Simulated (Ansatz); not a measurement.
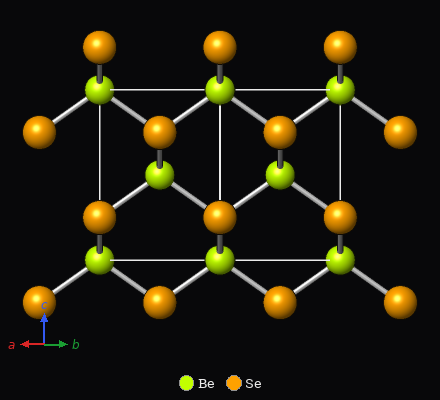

The structure, seen along [110]; the drawing may span several cells.

Structure (in its standard cell), the geometry relaxed with DFT PBE, scalar-relativistic, plane waves, PAW (Ansatz); the starting structure was generated, so it need not be a known form of this composition:

Space group F-43m (No. 216). a = 5.179 Å, b = 5.179 Å, c = 5.179 Å, α = 90.00°, β = 90.00°, γ = 90.00°
```json
{"atom": "Be", "site": "4a", "symmetry": "-43m", "x": "0.0000", "y": "0.0000", "z": "0.0000"}
{"atom": "Se", "site": "4c", "symmetry": "-43m", "x": "0.2500", "y": "0.7500", "z": "0.7500"}
```

### What does the kinematic electron diffraction pattern along [110] look like at 200 kV (B = 1 Å²)?

The spots form a centred rectangular net with both shortest vectors at d = 2.99 Å, 70.5° apart. They are -1 1 -1 and -1 1 1. The pattern has symmetry 2mm. The lattice centring (F) removes all reflections that break h + k = 2n, h + l = 2n.

Strongest reflections with d > 0.87 Å, one of each family (|F|² from tabulated Gaussian fits of the electron scattering factors, times a small damping for the curvature of the Ewald sphere):

```tsv
hkl	d (Å)	I (strongest = 100)
1 -1 1	2.990	100
2 -2 0	1.831	54
0 0 2	2.589	38
1 -1 3	1.561	25
0 0 4	1.295	20
2 -2 2	1.495	14
```

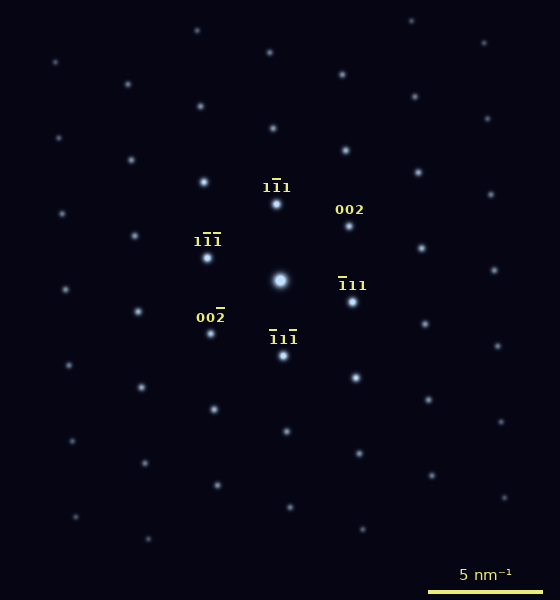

Calculated pattern, seen from the source side with [110] pointing towards the source.
